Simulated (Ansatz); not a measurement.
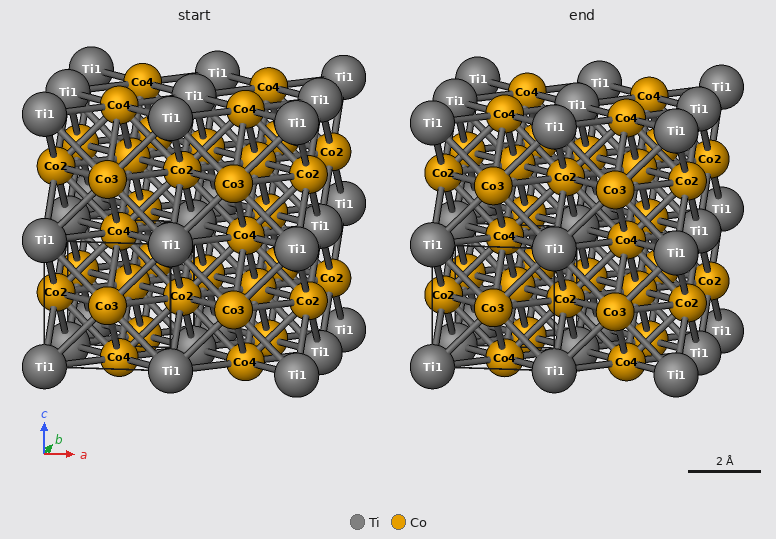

The structure of solid TiCo$_{3}$ (set up in Pm-3m) (coarse preliminary run) before (left) and after (right) a relaxation, at one scale.

The picture is a ball-and-stick view of the cell of the calculation, repeated 2 × 2 × 2 with one cell outlined, seen slightly off an axis.

The calculation used DFT LDA, scalar-relativistic, plane waves, PAW in Ansatz 0.2.0. Set-up: plane-wave cutoff 420 eV; k-point mesh 6 × 6 × 6; occupations gaussian; smearing width 0.1 eV; collinear spin; cell and atoms relaxed; force threshold 0.05 eV/Å; at most 80 steps.

Question: What changed between the two?

Answer: Over 4 accepted moves (5 points after the start) the energy falls by 79.5 meV per atom. All forces vanish by symmetry, so only the cell relaxes. Pressure: −17.60 GPa at the start and −0.23 GPa at the end. At 1 point the geometry stayed and the basis and grid were re-selected for the new cell (energy shift of 0.9 meV per atom at most each time). No atom moves by more than 0.005 Å relative to the cell. The drawn cell changes as follows: a = b = c 3.614 → 3.491 Å (−3.4 %); the volume changes by −9.9 %. Among the contacts that change: Ti1–Co2 2.555 → 2.469 Å, Co2–Co3 2.555 → 2.469 Å. The space group stays Pm-3m (No. 221). The program noted that the starting moments weren't kept. Cost: 31 s on 4 threads of Intel(R) Xeon(R) Processor @ 2.50GHz (Skylake/Cascade Lake), on a shared host, peak memory 0.44 GiB.
